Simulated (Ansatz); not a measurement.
# Geometry relaxation of CoSi (part 1 of 2)

CoSi (8 atoms in the cell), computed with DFT LDA, scalar-relativistic, plane waves, PAW, no spin polarisation (Ansatz 0.2.0).

The structure derives from an entry of the Crystallography Open Database. Figures and captions count atoms from 1; the log counts them from 0 in places.

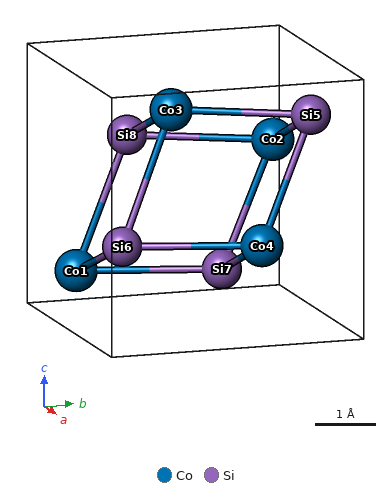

*The input geometry (ball-and-stick view of the cell of the calculation, seen slightly off an axis; atoms are numbered from 1 in the order of the input).*

Near neighbours in the crystal (not all of them lie inside the picture): Co has 7 Si at 2.32 to 2.43 Å; Si has 7 Co at 2.32 to 2.43 Å.

### Input
```yaml
crystal:
  lattice:
    - [4.4308490772, 0.0, 0.0]
    - [0.0, 4.4308490772, 0.0]
    - [0.0, 0.0, 4.4308490772]
  atoms:
    - { symbol: Co, position: [0.1450189122, 0.1450189122, 0.1450189122] }
    - { symbol: Co, position: [0.3549810878, 0.8549810878, 0.6450189122] }
    - { symbol: Co, position: [0.6450189122, 0.3549810878, 0.8549810878] }
    - { symbol: Co, position: [0.8549810878, 0.6450189122, 0.3549810878] }
    - { symbol: Si, position: [0.8431597104, 0.8431597104, 0.8431597104] }
    - { symbol: Si, position: [0.6568402896, 0.1568402896, 0.3431597104] }
    - { symbol: Si, position: [0.3431597104, 0.6568402896, 0.1568402896] }
    - { symbol: Si, position: [0.1568402896, 0.3431597104, 0.6568402896] }
basis:
  ecutwfc: 420
kpoints:
  mp_grid: { grid: [8, 8, 8] }
hamiltonian:
  xc: lda
scf:
  occupations: { method: gaussian, width: 0.1 }
output:
  forces: true
  stress: true
  eigenvalues: true
  write_density: true
  write_potential: true
  elf: true
  volumetric_format: npy
relax:
  adjacent_minimum: "off"
  f_tol: 0.005
  max_steps: 50
  cell: { stress_tol: 0.05 }
```

Machine: 2 threads of AMD EPYC (Zen 3), 189 GiB of memory available, shared host.

Launch command:
```bash
ansatz run input.yaml --threads 2 --pin off --max-ram 5120MiB --backend cpu --events-out ev --progress --plain --runs-dir out
```

### Log
```
Engine: ansatz 0.2.0, x86_64-unknown-linux-gnu
Pseudopotentials: kind: paw
Pseudopotential: Co, paw, valence charge 17, recommended cutoff 420 eV (normal), Co.paw.azcp
Pseudopotential: Si, paw, valence charge 4, recommended cutoff 420 eV (normal), Si.paw.azcp
Functional definition: SPW92
  exchange = slater_x
  correlation = pw_c
Crystal: 8 atoms, lattice volume = 86.988 Å³
Basis set: ecut = 420 eV, 1743 PW (Γ)
Bands: 51, of which v1, the nominal top of the filled ones, is band 42 counted from 1 (41 counted from 0)
Symmetry: 12 space group operations
Space group: P213 (ITA 198), of the structure as read, at distance tolerance 4.4e-5 Å
k-points: 45 of 512 (time reversal used)
Non-local potential: Co, projectors of the file, l = 0: 3, l = 1: 2, l = 2: 3, l = 3: 1
Non-local potential: Si, projectors of the file, l = 0: 2, l = 1: 2, l = 2: 2
PAW form: soft (Blöchl's): semilocal exchange-correlation on the pseudo side does not see the compensation charge
PAW frozen core: Co, regenerated for the run's functional, and the local potential with it (the file was generated under x = pbe(κ = 0.804, μ = 0.2195149727645171), c = pbe(β = 0.06672455060314922))
PAW frozen core: Si, regenerated for the run's functional, and the local potential with it (the file was generated under x = pbe(κ = 0.804, μ = 0.2195149727645171), c = pbe(β = 0.06672455060314922))
PAW one-centre angular grid: Co, 590 points (default); XC on 64 Gauss nodes
PAW one-centre angular grid: Si, 110 points (default); XC on 64 Gauss nodes
Initial density: superposition of atomic densities (neutral atoms: chi_scale 0, normalization atom), corrected by the library's trained network
Initial wavefunctions: pseudopotential atomic-orbital guess
Functional: x = slater, c = lda
SCF iter   1: F=—  HF=-22691.646268 eV  |F-HF|=—  |Δ(HF+E_count)|=         —  Δρ=1.14e-2  dr2=3.25e-2  ethr=1.77e-3  ⟨swp⟩=6.9  Hψ=8991  notcnv=0  defer=10
preconditioner: auto → Resta (q_TF=auto, 2.712 Å⁻¹)  ε∞=19.5  [insulator: Δε(μ)=0.142 eV  Ē_g=6.676 eV  σ=0.100 eV  W_gap=0.53  n_scr=26 (ndim 8)  ℏωp=28.7 eV  f_vac=0.000  D(μ)=1.27/eV (n_scr^D=6)  ε∞_Penn≈19.5]
SCF iter   2: F=—  HF=-22691.635236 eV  |F-HF|=—  |Δ(HF+E_count)|=   1.10e-2  Δρ=4.62e-3  dr2=6.94e-3  ethr=3.86e-5  ⟨swp⟩=2.0  Hψ=3991  notcnv=0  defer=21
SCF iter   3: F=—  HF=-22691.633386 eV  |F-HF|=—  |Δ(HF+E_count)|=   1.85e-3  Δρ=1.19e-3  dr2=9.55e-4  ethr=8.26e-6  ⟨swp⟩=2.0  Hψ=4068  notcnv=0  defer=21
SCF iter   4: F=—  HF=-22691.633168 eV  |F-HF|=—  |Δ(HF+E_count)|=   2.18e-4  Δρ=2.50e-4  dr2=2.88e-5  ethr=1.14e-6  ⟨swp⟩=2.3  Hψ=3151  notcnv=0  defer=21
SCF iter   5: F=—  HF=-22691.633141 eV  |F-HF|=—  |Δ(HF+E_count)|=   2.72e-5  Δρ=6.79e-5  dr2=2.30e-6  ethr=3.42e-8  ⟨swp⟩=2.1  Hψ=4045  notcnv=0  defer=21
SCF iter   6: F=—  HF=-22691.633140 eV  |F-HF|=—  |Δ(HF+E_count)|=   6.43e-7  Δρ=2.24e-5  dr2=3.18e-7  ethr=2.74e-9  ⟨swp⟩=2.3  Hψ=3544  notcnv=0  defer=21
SCF iter   7: F=-22691.633140 eV  HF=-22691.633140 eV  |F-HF|=7.81e-9  |Δ(HF+E_count)|=   5.59e-8  Δρ=4.09e-6  dr2=1.05e-8  ethr=1.19e-10  ⟨swp⟩=12.1  Hψ=14747  notcnv=0
SCF 1 converged in 7 iterations: F = -22691.633140 eV  dr2 = 1.05e-8
  greatest PAW one-centre occupation: 1.001 electrons in one spin orbital (limit 2), on the Co atom at site 0 (counted from 0), in its partial waves of l = 1
relax step   1: F+E_penalty+E_count = -22691.63314023 eV  Δ(F+E_penalty+E_count) = +0.000e0 eV  max|allowed force component| = 4.831e-2 eV/Å  Δτ_max = 0.0000 Å  P = -12.574 GPa  Ω = 86.988 Å³  (7 SCF iters, dr2 threshold 1.00e-7 eV, accepted)
Crystal: 8 atoms, lattice volume = 84.315 Å³
Basis set: ecut = 420 eV, 1647 PW (Γ)
Initial density: handed on by an earlier stage of this run
Initial wavefunctions: those handed on with the density
iter 1 solved again at ethr=1.51e-5 eV; its pass at ethr=3.10e-3 eV (dr2=1.27e-2 eV) is discarded
SCF iter   1: F=—  HF=-22691.793020 eV  |F-HF|=—  |Δ(HF+E_count)|=         —  Δρ=5.20e-3  dr2=1.46e-2  ethr=1.51e-5  ⟨swp⟩=1.2  Hψ=10015  notcnv=0
preconditioner: auto → Resta (q_TF=auto, 2.727 Å⁻¹)  ε∞=18.9  [insulator: Δε(μ)=0.144 eV  Ē_g=6.896 eV  σ=0.100 eV  W_gap=0.55  n_scr=26 (ndim 8)  ℏωp=29.2 eV  f_vac=0.000  D(μ)=1.27/eV (n_scr^D=6)  ε∞_Penn≈18.9]
SCF iter   2: F=—  HF=-22691.790605 eV  |F-HF|=—  |Δ(HF+E_count)|=   2.42e-3  Δρ=1.35e-3  dr2=1.13e-3  ethr=1.51e-5  ⟨swp⟩=2.2  Hψ=2828  notcnv=0
SCF iter   3: F=—  HF=-22691.790302 eV  |F-HF|=—  |Δ(HF+E_count)|=   3.03e-4  Δρ=5.37e-4  dr2=2.21e-4  ethr=1.34e-6  ⟨swp⟩=2.0  Hψ=3175  notcnv=0
SCF iter   4: F=—  HF=-22691.790247 eV  |F-HF|=—  |Δ(HF+E_count)|=   5.49e-5  Δρ=3.27e-4  dr2=7.80e-5  ethr=2.63e-7  ⟨swp⟩=2.0  Hψ=3470  notcnv=0
SCF iter   5: F=—  HF=-22691.790236 eV  |F-HF|=—  |Δ(HF+E_count)|=   1.10e-5  Δρ=4.38e-5  dr2=7.26e-7  ethr=9.29e-8  ⟨swp⟩=2.1  Hψ=2779  notcnv=0
SCF iter   6: F=-22691.790236 eV  HF=-22691.790236 eV  |F-HF|=6.60e-9  |Δ(HF+E_count)|=   2.40e-7  Δρ=4.51e-6  dr2=1.43e-8  ethr=8.64e-10  ⟨swp⟩=10.1  Hψ=15968  notcnv=0
SCF 2 converged in 6 iterations: F = -22691.790236 eV  dr2 = 1.43e-8
  greatest PAW one-centre occupation: 1.001 electrons in one spin orbital (limit 2), on the Co atom at site 2 (counted from 0), in its partial waves of l = 1
relax step   2: F+E_penalty+E_count = -22691.79023618 eV  Δ(F+E_penalty+E_count) = -1.571e-1 eV  max|allowed force component| = 2.535e-2 eV/Å  Δτ_max = 0.0014 Å  P = -5.761 GPa  Ω = 84.315 Å³  energy of the carried Pulay correction = +2.735e-3 eV  (6 SCF iters, dr2 threshold 8.00e-7 eV, accepted)
Crystal: 8 atoms, lattice volume = 82.171 Å³
Basis set: ecut = 420 eV, 1575 PW (Γ)
iter 1 solved again at ethr=1.03e-5 eV; its pass at ethr=3.10e-3 eV (dr2=8.66e-3 eV) is discarded
SCF iter   1: F=—  HF=-22691.829742 eV  |F-HF|=—  |Δ(HF+E_count)|=         —  Δρ=4.32e-3  dr2=9.96e-3  ethr=1.03e-5  ⟨swp⟩=1.2  Hψ=10017  notcnv=0
preconditioner: auto → Resta (q_TF=auto, 2.738 Å⁻¹)  ε∞=18.4  [insulator: Δε(μ)=0.148 eV  Ē_g=7.082 eV  σ=0.100 eV  W_gap=0.55  n_scr=26 (ndim 8)  ℏωp=29.5 eV  f_vac=0.000  D(μ)=1.20/eV (n_scr^D=6)  ε∞_Penn≈18.4]
SCF iter   2: F=—  HF=-22691.828121 eV  |F-HF|=—  |Δ(HF+E_count)|=   1.62e-3  Δρ=1.12e-3  dr2=7.21e-4  ethr=1.03e-5  ⟨swp⟩=2.1  Hψ=2770  notcnv=0
SCF iter   3: F=—  HF=-22691.827944 eV  |F-HF|=—  |Δ(HF+E_count)|=   1.77e-4  Δρ=4.57e-4  dr2=1.37e-4  ethr=8.58e-7  ⟨swp⟩=2.0  Hψ=3174  notcnv=0
SCF iter   4: F=—  HF=-22691.827935 eV  |F-HF|=—  |Δ(HF+E_count)|=   9.15e-6  Δρ=2.81e-4  dr2=5.44e-5  ethr=1.63e-7  ⟨swp⟩=2.0  Hψ=3475  notcnv=0
SCF iter   5: F=—  HF=-22691.827928 eV  |F-HF|=—  |Δ(HF+E_count)|=   7.55e-6  Δρ=3.76e-5  dr2=5.35e-7  ethr=6.48e-8  ⟨swp⟩=2.1  Hψ=2771  notcnv=0
SCF iter   6: F=-22691.827928 eV  HF=-22691.827928 eV  |F-HF|=7.84e-9  |Δ(HF+E_count)|=   1.68e-7  Δρ=4.42e-6  dr2=1.23e-8  ethr=6.37e-10  ⟨swp⟩=9.7  Hψ=15576  notcnv=0
SCF 3 converged in 6 iterations: F = -22691.827928 eV  dr2 = 1.23e-8
  greatest PAW one-centre occupation: 1.002 electrons in one spin orbital (limit 2), on the Co atom at site 3 (counted from 0), in its partial waves of l = 1
relax step   3: F+E_penalty+E_count = -22691.82792775 eV  Δ(F+E_penalty+E_count) = -3.769e-2 eV  max|allowed force component| = 8.574e-3 eV/Å  Δτ_max = 0.0026 Å  P = +0.618 GPa  Ω = 82.171 Å³  energy of the carried Pulay correction = +4.991e-3 eV  (6 SCF iters, dr2 threshold 8.00e-7 eV, accepted)
Crystal: 8 atoms, lattice volume = 82.370 Å³
iter 1 solved again at ethr=8.74e-8 eV; its pass at ethr=3.10e-3 eV (dr2=7.35e-5 eV) is discarded
SCF iter   1: F=—  HF=-22691.828119 eV  |F-HF|=—  |Δ(HF+E_count)|=         —  Δρ=4.01e-4  dr2=8.88e-5  ethr=8.74e-8  ⟨swp⟩=2.0  Hψ=9656  notcnv=0
preconditioner: auto → Resta (q_TF=auto, 2.737 Å⁻¹)  ε∞=18.5  [insulator: Δε(μ)=0.147 eV  Ē_g=7.062 eV  σ=0.100 eV  W_gap=0.55  n_scr=26 (ndim 8)  ℏωp=29.5 eV  f_vac=0.000  D(μ)=1.22/eV (n_scr^D=6)  ε∞_Penn≈18.5]
SCF iter   2: F=—  HF=-22691.828104 eV  |F-HF|=—  |Δ(HF+E_count)|=   1.57e-5  Δρ=1.14e-4  dr2=9.24e-6  ethr=8.74e-8  ⟨swp⟩=2.3  Hψ=2929  notcnv=0
SCF iter   3: F=—  HF=-22691.828101 eV  |F-HF|=—  |Δ(HF+E_count)|=   2.38e-6  Δρ=4.42e-5  dr2=1.69e-6  ethr=1.10e-8  ⟨swp⟩=2.1  Hψ=3350  notcnv=0
iter 4 did not close the SCF: its close was put off for the readings that it lacked (scf_convergence_deferred on its scf_iter line)
SCF iter   4: F=-22691.828101 eV  HF=-22691.828101 eV  |F-HF|=4.64e-7  |Δ(HF+E_count)|=   3.44e-7  Δρ=2.53e-5  dr2=4.50e-7  ethr=2.01e-9  ⟨swp⟩=2.0  Hψ=3385  notcnv=0
iter 5 did not close the SCF: its close was put off for the readings that it lacked (scf_convergence_deferred on its scf_iter line)
SCF iter   5: F=-22691.828101 eV  HF=-22691.828101 eV  |F-HF|=2.14e-9  |Δ(HF+E_count)|=   5.26e-8  Δρ=4.27e-6  dr2=6.72e-9  ethr=5.36e-10  ⟨swp⟩=2.0  Hψ=2824  notcnv=0
SCF iter   6: F=-22691.828101 eV  HF=-22691.828101 eV  |F-HF|=8.37e-11  |Δ(HF+E_count)|=   2.83e-9  Δρ=5.22e-7  dr2=1.61e-10  ethr=8.00e-12  ⟨swp⟩=5.9  Hψ=13190  notcnv=0
SCF 4 converged in 6 iterations: F = -22691.828101 eV  dr2 = 1.61e-10
  greatest PAW one-centre occupation: 1.002 electrons in one spin orbital (limit 2), on the Co atom at site 0 (counted from 0), in its partial waves of l = 1
relax step   4: F+E_penalty+E_count = -22691.82810098 eV  Δ(F+E_penalty+E_count) = -1.732e-4 eV  max|allowed force component| = 3.544e-3 eV/Å  Δτ_max = 0.0004 Å  P = -0.020 GPa  Ω = 82.370 Å³  energy of the carried Pulay correction = +4.779e-3 eV  (6 SCF iters, dr2 threshold 8.00e-7 eV, accepted)
Initial wavefunctions: pseudopotential atomic-orbital guess (no wavefunctions were taken with the density)
iter 1 solved again at ethr=1.72e-6 eV; its pass at ethr=3.10e-3 eV (dr2=1.45e-3 eV) is discarded
SCF iter   1: F=—  HF=-22691.824767 eV  |F-HF|=—  |Δ(HF+E_count)|=         —  Δρ=2.40e-4  dr2=8.79e-6  ethr=1.72e-6  ⟨swp⟩=3.1  Hψ=13850  notcnv=0
SCF iter   2: F=—  HF=-22691.824765 eV  |F-HF|=—  |Δ(HF+E_count)|=   1.72e-6  Δρ=2.03e-4  dr2=1.29e-5  ethr=1.05e-8  ⟨swp⟩=2.0  Hψ=4190  notcnv=0
SCF iter   3: F=—  HF=-22691.824750 eV  |F-HF|=—  |Δ(HF+E_count)|=   1.51e-5  Δρ=7.11e-5  dr2=1.84e-6  ethr=1.05e-8  ⟨swp⟩=2.1  Hψ=3999  notcnv=0
SCF iter   4: F=—  HF=-22691.824732 eV  |F-HF|=—  |Δ(HF+E_count)|=   1.79e-5  Δρ=7.59e-6  dr2=9.18e-9  ethr=2.19e-9  ⟨swp⟩=2.0  Hψ=3071  notcnv=0
SCF iter   5: F=—  HF=-22691.824732 eV  |F-HF|=—  |Δ(HF+E_count)|=   6.82e-8  Δρ=1.86e-6  dr2=3.14e-9  ethr=1.09e-11  ⟨swp⟩=2.0  Hψ=4195  notcnv=0
SCF iter   6: F=—  HF=-22691.824732 eV  |F-HF|=—  |Δ(HF+E_count)|=  1.02e-10  Δρ=7.84e-7  dr2=3.59e-10  ethr=3.74e-12  ⟨swp⟩=1.0  Hψ=2295  notcnv=0
SCF iter   7: F=-22691.824732 eV  HF=-22691.824732 eV  |F-HF|=3.64e-12  |Δ(HF+E_count)|=  4.73e-11  Δρ=4.10e-8  dr2=5.56e-13  ethr=1.00e-12  ⟨swp⟩=6.2  Hψ=10011  notcnv=0
SCF 5 converged in 7 iterations: F = -22691.824732 eV  dr2 = 5.56e-13
  greatest PAW one-centre occupation: 1.001 electrons in one spin orbital (limit 2), on the Co atom at site 3 (counted from 0), in its partial waves of l = 1
relax step   5: F+E_penalty+E_count = -22691.82473196 eV  Δ(F+E_penalty+E_count) = +3.369e-3 eV  max|allowed force component| = 3.734e-3 eV/Å  Δτ_max = 0.0000 Å  P = -0.106 GPa  Ω = 82.370 Å³  stress off target by 1.06e-1 GPa  SCF on the basis re-selected at this cell (its energy is not comparable with the rows above)  (7 SCF iters)
basis re-selected at this cell: Δ(F+E_penalty+E_count) = +3.369e-3 eV, ΔP = -0.086 GPa vs the last step (what re-selecting the basis moved, of the pressure what is left beyond the Pulay correction that the steps carried, after the strain that the cell walked since its last selection, with what the two solves' SCF thresholds leave and, on support functions, any second-order correction that the steps lacked; it is no measure of the basis error at this ecutwfc). This SCF's stress stands 1.06e-1 GPa from its target on what of the cell is left free (relax.cell.stress_tol is 5.00e-2 GPa) and its largest allowed force component is 3.73e-3 eV/Å (relax.f_tol is 5.00e-3 eV/Å): not within both, so this SCF does not close the relaxation
Crystal: 8 atoms, lattice volume = 82.332 Å³
iter 1 solved again at ethr=2.70e-8 eV; its pass at ethr=3.10e-3 eV (dr2=2.27e-5 eV) is discarded
SCF iter   1: F=—  HF=-22691.824804 eV  |F-HF|=—  |Δ(HF+E_count)|=         —  Δρ=1.82e-4  dr2=2.24e-5  ethr=2.70e-8  ⟨swp⟩=2.0  Hψ=9689  notcnv=0
preconditioner: auto → Resta (q_TF=auto, 2.737 Å⁻¹)  ε∞=18.4  [insulator: Δε(μ)=0.147 eV  Ē_g=7.065 eV  σ=0.100 eV  W_gap=0.55  n_scr=26 (ndim 8)  ℏωp=29.5 eV  f_vac=0.000  D(μ)=1.21/eV (n_scr^D=6)  ε∞_Penn≈18.4]
SCF iter   2: F=—  HF=-22691.824799 eV  |F-HF|=—  |Δ(HF+E_count)|=   4.91e-6  Δρ=8.67e-5  dr2=6.08e-6  ethr=2.67e-8  ⟨swp⟩=1.0  Hψ=2295  notcnv=0
SCF iter   3: F=—  HF=-22691.824797 eV  |F-HF|=—  |Δ(HF+E_count)|=   2.22e-6  Δρ=2.14e-5  dr2=3.39e-7  ethr=7.24e-9  ⟨swp⟩=2.0  Hψ=3215  notcnv=0
SCF iter   4: F=—  HF=-22691.824797 eV  |F-HF|=—  |Δ(HF+E_count)|=   1.18e-7  Δρ=8.03e-6  dr2=3.69e-8  ethr=4.04e-10  ⟨swp⟩=2.0  Hψ=3470  notcnv=0
iter 5 did not close the SCF: its close was put off for the readings that it lacked (scf_convergence_deferred on its scf_iter line)
SCF iter   5: F=-22691.824797 eV  HF=-22691.824797 eV  |F-HF|=4.04e-10  |Δ(HF+E_count)|=   4.03e-9  Δρ=9.01e-7  dr2=5.06e-10  ethr=4.40e-11  ⟨swp⟩=2.4  Hψ=3038  notcnv=0
SCF iter   6: F=-22691.824797 eV  HF=-22691.824797 eV  |F-HF|=6.91e-11  |Δ(HF+E_count)|=  3.27e-11  Δρ=4.76e-7  dr2=1.24e-10  ethr=1.00e-12  ⟨swp⟩=4.6  Hψ=11891  notcnv=0
SCF 6 converged in 6 iterations: F = -22691.824797 eV  dr2 = 1.24e-10
relax step   6: F+E_penalty+E_count = -22691.82479659 eV  Δ(F+E_penalty+E_count) = -6.463e-5 eV  max|allowed force component| = 8.976e-5 eV/Å  Δτ_max = 0.0009 Å  P = +0.000 GPa  Ω = 82.332 Å³  energy of the carried Pulay correction = +4.102e-5 eV  (6 SCF iters, dr2 threshold 2.78e-8 eV, accepted)
iter 1 solved again at ethr=1.53e-6 eV; its pass at ethr=3.10e-3 eV (dr2=1.28e-3 eV) is discarded
SCF iter   1: F=—  HF=-22691.824792 eV  |F-HF|=—  |Δ(HF+E_count)|=         —  Δρ=5.94e-6  dr2=1.84e-8  ethr=1.53e-6  ⟨swp⟩=3.0  Hψ=13899  notcnv=0
eigensolver tolerance schedule: the retry pair's looser diagonalisation over-reported the residual by 69685.44 of it (diagonalisation noise at an unbounded share of the residual, at the tolerance the schedule requests for it); recorded, not acted on — ethr = c·dr2/N_el stays at c = 1.0e-1
SCF iter   2: F=—  HF=-22691.824797 eV  |F-HF|=—  |Δ(HF+E_count)|=   4.59e-6  Δρ=4.46e-6  dr2=9.21e-9  ethr=2.19e-11  ⟨swp⟩=3.8  Hψ=5889  notcnv=0
SCF iter   3: F=—  HF=-22691.824797 eV  |F-HF|=—  |Δ(HF+E_count)|=   1.11e-9  Δρ=2.28e-6  dr2=2.46e-9  ethr=1.10e-11  ⟨swp⟩=1.0  Hψ=2295  notcnv=0
SCF iter   4: F=—  HF=-22691.824797 eV  |F-HF|=—  |Δ(HF+E_count)|=  3.82e-10  Δρ=5.29e-7  dr2=1.46e-10  ethr=2.93e-12  ⟨swp⟩=2.3  Hψ=2871  notcnv=0
iter 5 did not close the SCF: its close was put off for the readings that it lacked (scf_convergence_deferred on its scf_iter line)
SCF iter   5: F=-22691.824797 eV  HF=-22691.824797 eV  |F-HF|=7.28e-12  |Δ(HF+E_count)|=  1.82e-11  Δρ=9.41e-8  dr2=3.67e-12  ethr=1.00e-12  ⟨swp⟩=1.0  Hψ=2295  notcnv=0
SCF iter   6: F=-22691.824797 eV  HF=-22691.824797 eV  |F-HF|=1.09e-11  |Δ(HF+E_count)|=    0.00e0  Δρ=1.07e-7  dr2=5.72e-12  ethr=1.00e-12  ⟨swp⟩=4.2  Hψ=9290  notcnv=0
SCF 7 converged in 6 iterations: F = -22691.824797 eV  dr2 = 5.72e-12
relax step   7: F+E_penalty+E_count = -22691.82479659 eV  Δ(F+E_penalty+E_count) = -2.910e-11 eV  max|allowed force component| = 9.033e-5 eV/Å  Δτ_max = 0.0000 Å  P = -0.001 GPa  Ω = 82.332 Å³  stress off target by 8.70e-4 GPa  SCF on the basis re-selected at this cell (its energy is not comparable with the rows above)  (6 SCF iters)
```

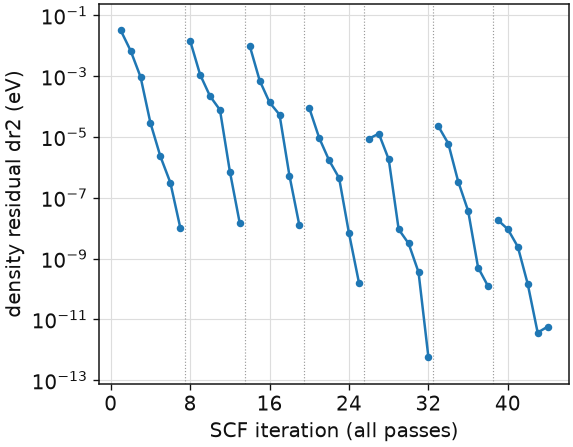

*Convergence of the self-consistent field: density residual dr2 against the SCF iteration. The dotted lines part the SCF passes of the relaxation: geometry steps, rejected trials and re-solves on a re-selected basis.*

The 7 passes take 6 to 7 iterations each, 44 in all.

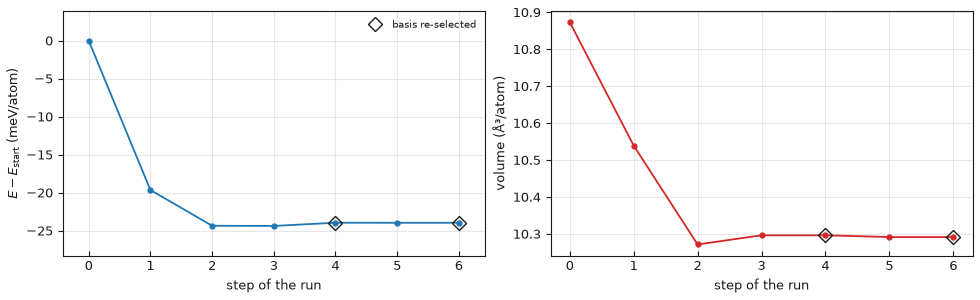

*Progress of the relaxation, step by step (the first geometry is step 0 here and step 1 in the log).*
